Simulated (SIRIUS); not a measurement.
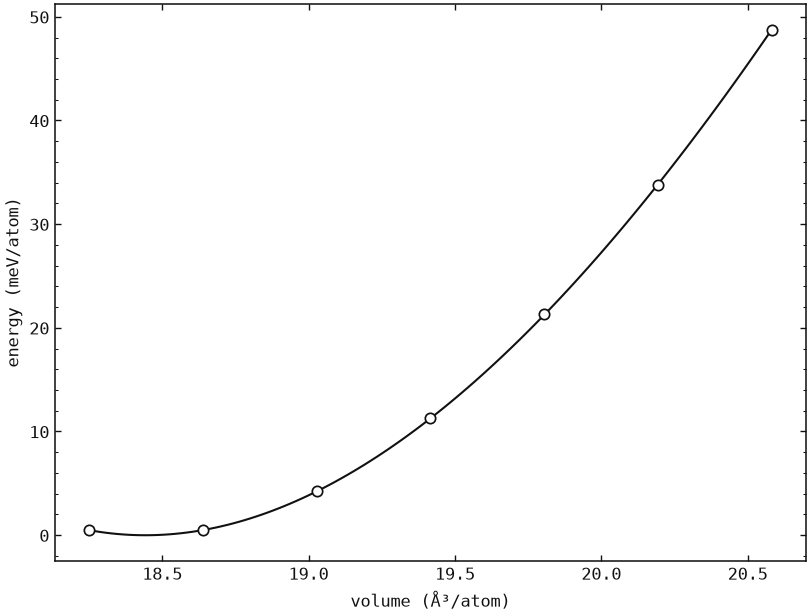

The figure shows the energy against volume for Ge, space group Fmmm (No. 69).

Cell as given: a = 5.873 Å, b = 5.752 Å, c = 3.905 Å, α = 72.06°, β = 68.71°, γ = 39.23°; 4 atoms.

Method: all-electron LAPW DFT, no spin polarisation; energies at scaled volumes of the given cell, shape and fractions fixed, counted from the fit's minimum, third-order Birch-Murnaghan fit (SIRIUS 7.12.0). Level: PBEsol.

- k mesh: 7×7×7
- occupations: Fermi–Dirac
- smearing width: 0.05 eV
- potentials: all electron FP LAPW
- program settings: basis apw+lo standard, gk cutoff 3.53 1/bohr, pw cutoff 20 1/bohr

**Give the fitted equation-of-state parameters.**

A third-order Birch–Murnaghan fit gives V0 = 18.44 Å³/atom, B0 = 77.3 GPa and B′ = 4.6.

Note: shape and atomic fractions are frozen while scaling, which makes layered, chain and framework solids too stiff.
